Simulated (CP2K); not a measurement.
# Run report: BN, geometry relaxation (part 4 of 4)

Continued. System: BN (P6₃/mmc, 4 atoms in the cell). Method: DFT, PBE, Gaussian and plane waves, basis DZVP-MOLOPT-SR-GTH, GTH potentials (CP2K 2026.2); 9×9×5 k-mesh. The structure derives from an entry of the Crystallography Open Database. The geometry comes from this level: r2scan-rvv10.

Geometry of the input (Å; fractional positions):
```
2.5006  0.0000  0.0000
-1.2503  2.1656  0.0000
0.0000  0.0000  6.5236
B  0.3333  0.6667  0.2500
B  0.6667  0.3333  0.7500
N  0.3333  0.6667  0.7500
N  0.6667  0.3333  0.2500
```

### What the program printed, continued
```
 STRESS| Eigenvectors and eigenvalues of the analytical stress tensor [bar]
 STRESS|                        1                   2                   3
 STRESS| Eigenvalues  -9.08155854550E+03  -3.30397281887E-01   9.01943213326E+03
 STRESS|      x           0.465377813535     -0.000000000000      0.885112134517
 STRESS|      y           0.885112134517     -0.000000000000     -0.465377813535
 STRESS|      z           0.000000000000      1.000000000000      0.000000000000

 SPGR STRESS| Symmetrized stress tensor [GPa]
 SPGR STRESS|                        x                   y                   z
 SPGR STRESS|      x       -4.43216416462E-04  -1.07582743450E-06  -4.51315784618E-23
 SPGR STRESS|      y       -1.07582743451E-06  -4.44697197463E-04   1.59668650706E-22
 SPGR STRESS|      z       -4.51315784618E-23   1.59668650706E-22  -3.30397281887E-05
 SPGR STRESS| 1/3 Trace                                            -3.06984447371E-04
 SPGR STRESS| Determinant                                          -6.51199631328E-12

 SPGR STRESS| Eigenvectors and eigenvalues of the symmetrized stress tensor [GPa]
 SPGR STRESS|                        1                   2                   3
 SPGR STRESS| Eigenvalues  -4.45262786580E-04  -4.42650827344E-04  -3.30397281887E-05
 SPGR STRESS|      x           0.465336720604      0.885133739306     -0.000000000000
 SPGR STRESS|      y           0.885133739306     -0.465336720604      0.000000000000
 SPGR STRESS|      z          -0.000000000000      0.000000000000      1.000000000000

 OPT| **************************************************************************
 OPT| Step number                                                             16
 OPT| Optimization method                                                   BFGS
 OPT| Total energy [hartree]                                      -25.7508892474
 OPT| Internal pressure [bar]                                      -3.0698444737
 OPT| Effective energy change [hartree]                            -0.0000000040
 OPT| Predicted energy change [hartree]                            -0.0000000001
 OPT| Scaling factor                                                0.7740793861
 OPT| Step size                                                     0.0009774515
 OPT| Trust radius                                                  0.4724315332
 OPT| Decrease in energy                                                      NO
 OPT| Used time [s]                                                       17.151
 OPT|
 OPT| Maximum step size                                             0.0009774515
 OPT| Convergence limit for maximum step size                       0.0030000000
 OPT| Maximum step size is converged                                         YES
 OPT|
 OPT| RMS step size                                                 0.0002303926
 OPT| Convergence limit for RMS step size                           0.0015000000
 OPT| RMS step size is converged                                             YES
 OPT|
 OPT| Maximum gradient                                              0.0000010864
 OPT| Convergence limit for maximum gradient                        0.0003000000
 OPT| Maximum gradient is converged                                          YES
 OPT|
 OPT| RMS gradient                                                  0.0000003387
 OPT| Convergence limit for RMS gradient                            0.0003000000
 OPT| RMS gradient is converged                                              YES
 OPT|
 OPT| Pressure deviation [bar]                                     -3.0698444737
 OPT| Pressure tolerance [bar]                                    300.0000000000
 OPT| Pressure is converged                                                  YES
 OPT| **************************************************************************
 OPT| Estimated peak process memory after this step [MiB]                    346

 *******************************************************************************
 ***                    GEOMETRY OPTIMIZATION COMPLETED                      ***
 *******************************************************************************

 write_final_structure: Optimization converged, writing XYZ file gladly:
  run-FINAL-1_16.xyz

 write_final_structure: Optimization converged, writing CIF file gladly:
  run-FINAL-1_16.cif

 write_final_structure: Done!

                    Reevaluating energy at the minimum

 CELL| Volume [angstrom^3]:                                            43.880730
 CELL| Vector a [angstrom]:       2.513     0.000     0.000   |a| =     2.513205
 CELL| Vector b [angstrom]:      -1.251     2.180     0.000   |b| =     2.513728
 CELL| Vector c [angstrom]:       0.000    -0.000     8.009   |c| =     8.008694
 CELL| Angle (b,c), alpha [degree]:                                    90.000000
 CELL| Angle (a,c), beta  [degree]:                                    90.000000
 CELL| Angle (a,b), gamma [degree]:                                   119.854414
 CELL| Numerically orthorhombic:                                              NO
 CELL| Periodicity                                                           XYZ

 Extrapolation method: initial_guess

 Number of electrons:                                                         16
 Number of occupied orbitals:                                                  8
 Number of molecular orbitals:                                                18

 Number of orbital functions:                                                 52
 Number of independent orbital functions:                                     52

 SCF WAVEFUNCTION OPTIMIZATION

  ------------------------------------------------------------------------------
     1 Broy./Diag. 0.30E+00    1.2     1.36755400       -25.8030214079 -2.58E+01
     2 Broy./Diag. 0.30E+00    1.3     0.24825262       -23.0612133951  2.74E+00
     3 Broy./Diag. 0.30E+00    1.3     0.11721121       -24.8965347057 -1.84E+00
     4 Broy./Diag. 0.30E+00    1.3     0.09107824       -25.6765820841 -7.80E-01
     5 Broy./Diag. 0.30E+00    1.4     0.00381689       -25.7700325804 -9.35E-02
     6 Broy./Diag. 0.30E+00    1.6     0.00299689       -25.7483841349  2.16E-02
     7 Broy./Diag. 0.30E+00    1.7     0.00016065       -25.7495439027 -1.16E-03
     8 Broy./Diag. 0.30E+00    1.4     0.00028786       -25.7502753603 -7.31E-04
     9 Broy./Diag. 0.30E+00    1.4     0.00002018       -25.7508678912 -5.93E-04
    10 Broy./Diag. 0.30E+00    1.5     0.00000382       -25.7508954729 -2.76E-05
    11 Broy./Diag. 0.30E+00    1.4     0.00000087       -25.7508962597 -7.87E-07

  *** SCF run converged in    11 steps ***

  Electronic density on regular grids:        -15.9999999991        0.0000000009
  Core density on regular grids:               15.9999999984       -0.0000000016
  Total charge density on r-space grids:       -0.0000000006
  Total charge density g-space grids:          -0.0000000006

  Overlap energy of the core charge distribution:               0.00000192397753
  Self energy of the core charge distribution:                -61.82011564688084
  Core Hamiltonian energy:                                     18.98526849041117
  Hartree energy:                                              24.43869798048361
  Exchange-correlation energy:                                 -7.35474900769314
  Electronic entropic energy:                                  -0.00000000000000
  Fermi energy:                                                 0.13784024432368

  Total energy:                                               -25.75089625970168
  Total energy (extrapolated to T->0):                        -25.75089625970168

 ENERGY| Total FORCE_EVAL ( QS ) energy [hartree]            -25.750896259701676
```

### Trajectory as extended XYZ (Å, eV, eV/Å), 16 frames, from step=0 to step=15
```
4
Lattice="2.5065 0.0000 0.0000 -1.2503 2.1724 0.0000 0.0000 0.0000 6.5249" Properties=species:S:1:pos:R:3:forces:R:3 step=0 energy=-700.66069
B     0.0020    1.4483    1.6312   -0.0173   0.0100   0.0000
B     1.2542    0.7241    4.8937    0.0173  -0.0100   0.0000
N     0.0020    1.4483    4.8937   -0.0175   0.0102   0.0000
N     1.2542    0.7241    1.6312    0.0175  -0.0102   0.0000
4
Lattice="2.5135 0.0000 0.0000 -1.2503 2.1805 0.0000 0.0000 0.0000 6.5278" Properties=species:S:1:pos:R:3:forces:R:3 step=1 energy=-700.66310
B     0.0043    1.4536    1.6319   -0.0357   0.0207   0.0000
B     1.2589    0.7268    4.8958    0.0357  -0.0207   0.0000
N     0.0043    1.4536    4.8958   -0.0362   0.0210   0.0000
N     1.2589    0.7268    1.6319    0.0362  -0.0210   0.0000
4
Lattice="2.5139 0.0000 0.0000 -1.2503 2.1809 0.0000 0.0000 0.0000 6.5292" Properties=species:S:1:pos:R:3:forces:R:3 step=2 energy=-700.66325
B     0.0044    1.4539    1.6323   -0.0366   0.0213   0.0000
B     1.2592    0.7270    4.8969    0.0366  -0.0213   0.0000
N     0.0044    1.4539    4.8969   -0.0372   0.0216   0.0000
N     1.2592    0.7270    1.6323    0.0372  -0.0216   0.0000
4
Lattice="2.5178 0.0000 0.0000 -1.2503 2.1855 0.0000 0.0000 0.0000 6.5596" Properties=species:S:1:pos:R:3:forces:R:3 step=3 energy=-700.66556
B     0.0057    1.4570    1.6399   -0.0458   0.0266   0.0000
B     1.2618    0.7285    4.9197    0.0458  -0.0266   0.0000
N     0.0057    1.4570    4.9197   -0.0464   0.0270   0.0000
N     1.2618    0.7285    1.6399    0.0464  -0.0270   0.0000
4
Lattice="2.5213 0.0000 0.0000 -1.2503 2.1895 0.0000 0.0000 0.0000 6.6174" Properties=species:S:1:pos:R:3:forces:R:3 step=4 energy=-700.66937
B     0.0069    1.4597    1.6544   -0.0533   0.0312   0.0000
B     1.2641    0.7298    4.9631    0.0533  -0.0312   0.0000
N     0.0069    1.4597    4.9631   -0.0540   0.0316   0.0000
N     1.2641    0.7298    1.6544    0.0540  -0.0316   0.0000
4
Lattice="2.5255 0.0000 0.0000 -1.2504 2.1943 0.0000 0.0000 0.0000 6.7708" Properties=species:S:1:pos:R:3:forces:R:3 step=5 energy=-700.67702
B     0.0082    1.4629    1.6927   -0.0612   0.0360   0.0001
B     1.2668    0.7314    5.0781    0.0612  -0.0360  -0.0001
N     0.0082    1.4629    5.0781   -0.0617   0.0363   0.0592
N     1.2668    0.7314    1.6927    0.0617  -0.0363  -0.0592
4
Lattice="2.5259 0.0000 0.0000 -1.2506 2.1949 0.0000 0.0000 0.0000 7.0113" Properties=species:S:1:pos:R:3:forces:R:3 step=6 energy=-700.69011
B     0.0083    1.4632    1.7528   -0.0613   0.0366   0.0000
B     1.2671    0.7316    5.2585    0.0613  -0.0366   0.0000
N     0.0083    1.4632    5.2585   -0.0615   0.0367   0.0000
N     1.2671    0.7316    1.7528    0.0615  -0.0367   0.0000
4
Lattice="2.5221 0.0000 0.0000 -1.2508 2.1904 0.0000 0.0000 0.0000 7.2613" Properties=species:S:1:pos:R:3:forces:R:3 step=7 energy=-700.70340
B     0.0069    1.4603    1.8153   -0.0528   0.0321   0.0000
B     1.2645    0.7301    5.4460    0.0528  -0.0321   0.0000
N     0.0069    1.4603    5.4460   -0.0528   0.0321   0.0000
N     1.2645    0.7301    1.8153    0.0528  -0.0321   0.0000
4
Lattice="2.5165 0.0000 0.0000 -1.2510 2.1839 0.0000 0.0000 0.0000 7.5113" Properties=species:S:1:pos:R:3:forces:R:3 step=8 energy=-700.71419
B     0.0049    1.4560    1.8778   -0.0393   0.0249   0.0000
B     1.2607    0.7280    5.6335    0.0393  -0.0249   0.0000
N     0.0049    1.4560    5.6335   -0.0393   0.0248   0.0000
N     1.2607    0.7280    1.8778    0.0393  -0.0248   0.0000
4
Lattice="2.5122 0.0000 0.0000 -1.2511 2.1790 0.0000 0.0000 0.0000 7.7591" Properties=species:S:1:pos:R:3:forces:R:3 step=9 energy=-700.71721
B     0.0033    1.4527    1.9398   -0.0278   0.0188   0.0000
B     1.2578    0.7263    5.8193    0.0278  -0.0188   0.0000
N     0.0033    1.4527    5.8193   -0.0277   0.0188   0.0000
N     1.2578    0.7263    1.9398    0.0277  -0.0188   0.0000
4
Lattice="2.5120 0.0000 0.0000 -1.2512 2.1787 0.0000 0.0000 0.0000 7.8462" Properties=species:S:1:pos:R:3:forces:R:3 step=10 energy=-700.71755
B     0.0032    1.4525    1.9616   -0.0269   0.0185   0.0000
B     1.2576    0.7262    5.8847    0.0269  -0.0185   0.0000
N     0.0032    1.4525    5.8847   -0.0268   0.0185   0.0000
N     1.2576    0.7262    1.9616    0.0268  -0.0185   0.0000
4
Lattice="2.5126 0.0000 0.0000 -1.2513 2.1794 0.0000 0.0000 0.0000 7.9708" Properties=species:S:1:pos:R:3:forces:R:3 step=11 energy=-700.71781
B     0.0033    1.4529    1.9927   -0.0278   0.0193   0.0000
B     1.2579    0.7265    5.9781    0.0278  -0.0193   0.0000
N     0.0033    1.4529    5.9781   -0.0278   0.0193   0.0000
N     1.2579    0.7265    1.9927    0.0278  -0.0193   0.0000
4
Lattice="2.5131 0.0000 0.0000 -1.2513 2.1800 0.0000 0.0000 0.0000 8.0170" Properties=species:S:1:pos:R:3:forces:R:3 step=12 energy=-700.71740
B     0.0035    1.4533    2.0043   -0.0289   0.0200   0.0000
B     1.2583    0.7267    6.0128    0.0289  -0.0200   0.0000
N     0.0035    1.4533    6.0128   -0.0288   0.0200   0.0000
N     1.2583    0.7267    2.0043    0.0288  -0.0200   0.0000
4
Lattice="2.5132 0.0000 0.0000 -1.2513 2.1801 0.0000 0.0000 0.0000 8.0132" Properties=species:S:1:pos:R:3:forces:R:3 step=13 energy=-700.71739
B     0.0035    1.4534    2.0033   -0.0292   0.0202   0.0000
B     1.2583    0.7267    6.0099    0.0292  -0.0202   0.0000
N     0.0035    1.4534    6.0099   -0.0291   0.0201   0.0000
N     1.2583    0.7267    2.0033    0.0291  -0.0201   0.0000
4
Lattice="2.5132 0.0000 0.0000 -1.2513 2.1801 0.0000 0.0000 0.0000 8.0092" Properties=species:S:1:pos:R:3:forces:R:3 step=14 energy=-700.71739
B     0.0035    1.4534    2.0023   -0.0293   0.0203   0.0000
B     1.2584    0.7267    6.0069    0.0293  -0.0203   0.0000
N     0.0035    1.4534    6.0069   -0.0292   0.0202   0.0000
N     1.2584    0.7267    2.0023    0.0292  -0.0202   0.0000
4
Lattice="2.5132 0.0000 0.0000 -1.2513 2.1801 0.0000 0.0000 0.0000 8.0087" Properties=species:S:1:pos:R:3:forces:R:3 step=15 energy=-700.71739
B     0.0035    1.4534    2.0022   -0.0293   0.0202   0.0000
B     1.2584    0.7267    6.0065    0.0293  -0.0202   0.0000
N     0.0035    1.4534    6.0065   -0.0292   0.0202   0.0000
N     1.2584    0.7267    2.0022    0.0292  -0.0202   0.0000
```

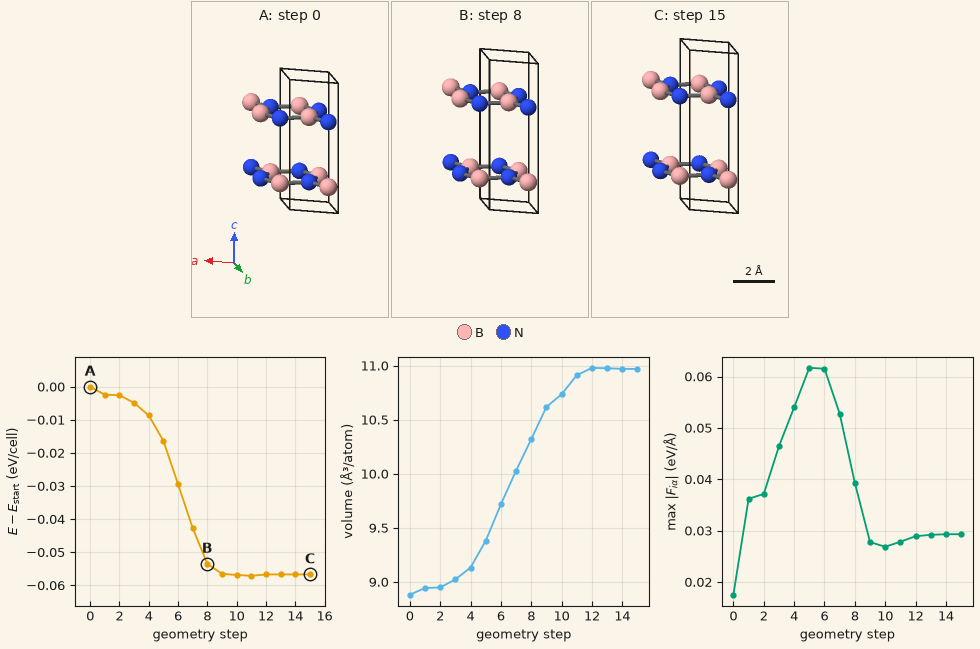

**Figure 1.** Frames of the relaxation (ball-and-stick view of the cell of the calculation, repeated 2 × 2 × 1, seen at an oblique angle) above the curves, on which the letters mark them (steps are counted from 0).

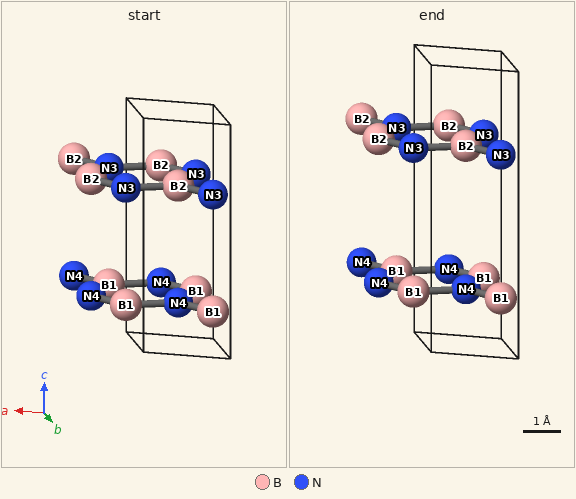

**Figure 2.** Before (left) and after (right) the relaxation, at one scale (ball-and-stick view of the cell of the calculation, repeated 2 × 2 × 1, seen at an oblique angle). After 15 geometry steps the energy has fallen by 56.7 meV per cell of the calculation. Largest force component: 0.018 eV/Å at the start, 0.029 eV/Å at the end. No atom moves by more than 0.005 Å relative to the cell. The volume changes by +23.5 %, with a 2.506 → 2.513 Å (+0.3 %), b 2.506 → 2.514 Å (+0.3 %), c 6.525 → 8.009 Å (+22.7 %). Among the contacts that change: B1–N4 1.448 → 1.453 Å. The space group (tolerance 0.01 Å) goes from P6_3/mmc (No. 194) to Cmcm (No. 63). (Atoms are counted from 1 in the order of the input.)

### Summary

| quantity | value |
| --- | --- |
| outcome | converged |
| space group (tolerance 0.01 Å) | P6₃/mmc (194) → Cmcm (63) |
| free energy | −700.7176 eV |
| pressure | 0.00 GPa |
| final volume | 43.88 Å³ |
| largest force (length of the vector) at the end | 0.036 eV/Å |
| final cell | a = 2.513 Å, b = 2.514 Å, c = 8.009 Å, α = 90.00°, β = 90.00°, γ = 119.85° |
| wall time | 5.3 min (CPU time 10 min) |
| peak memory | 0.32 GiB |
